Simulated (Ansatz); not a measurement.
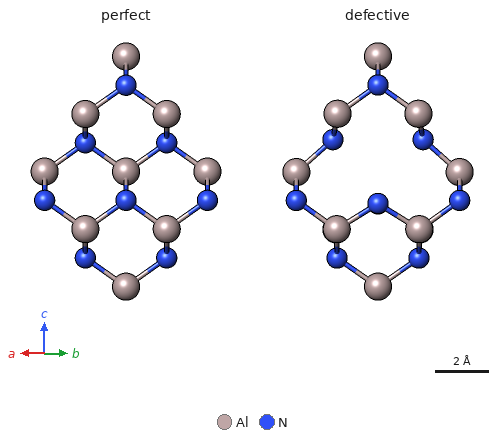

Left: perfect AlN. Right: the same region with one point defect, after relaxing the atoms in a supercell of 64 sites. Style: ball-and-stick. Shown: the atoms within 4.6 Å of one point, in a slice 3.4 Å thick across the line of sight, along [110].

Theory: DFT, PBEsol, PAW, plane waves (Ansatz). Settings: plane-wave cutoff 420 eV; k-point mesh 1 × 1 × 1; mesh shifted by (0.25, 0.25, 0.25); collinear spin. Fermi-Dirac smearing of 0.01 eV. The axes drawn are those of the host's conventional cell.

What kind of defect was made?

Answer. An aluminium atom is taken out (a vacancy).

The charge state of the cell is 0.

How does the lattice respond?

Answer. Around the empty Al site the host had 4 N at 1.90 Å; after relaxation the nearest atoms are 4 N at 2.10 to 2.14 Å. Of the host's atoms, a nitrogen atom moves furthest from its site, by 0.24 Å. The cell's net moment is 3.00 μB.
